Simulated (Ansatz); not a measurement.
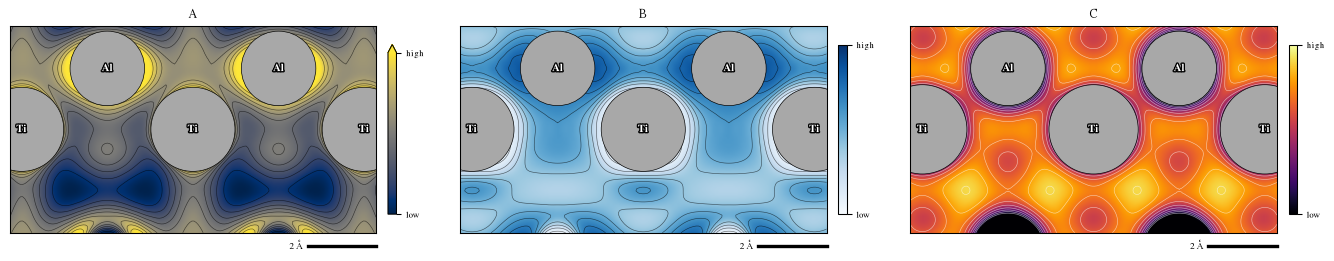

TiAl: 3 fields on the (110) plane of the conventional cell, with unlabelled colour scales. Grey discs cover the atomic cores.

Space group P-6m2; a structure from a database of computed crystals, not necessarily the ambient phase; changed on purpose from its base cell (strain +0.080 along x and y, +0.080 along z, atoms carried along); computed pressure about −16 GPa in this cell; computed without spin polarisation.

Level of theory: DFT PBEsol, scalar-relativistic, plane waves, PAW (Ansatz 0.2.0).

Question: Which field does each panel show? The fields are: electron localisation function, electrostatic potential energy of an electron and valence pseudo-density.

Answer: Panel A: valence pseudo-density. Panel B: electron localisation function. Panel C: electrostatic potential energy of an electron (low next to the atoms, rising into the space between them). From the grid: Ti–Al (3.06 Å): the density is about 0.16 e/Å³ at the midpoint; the ELF is about 0.45 at the midpoint.
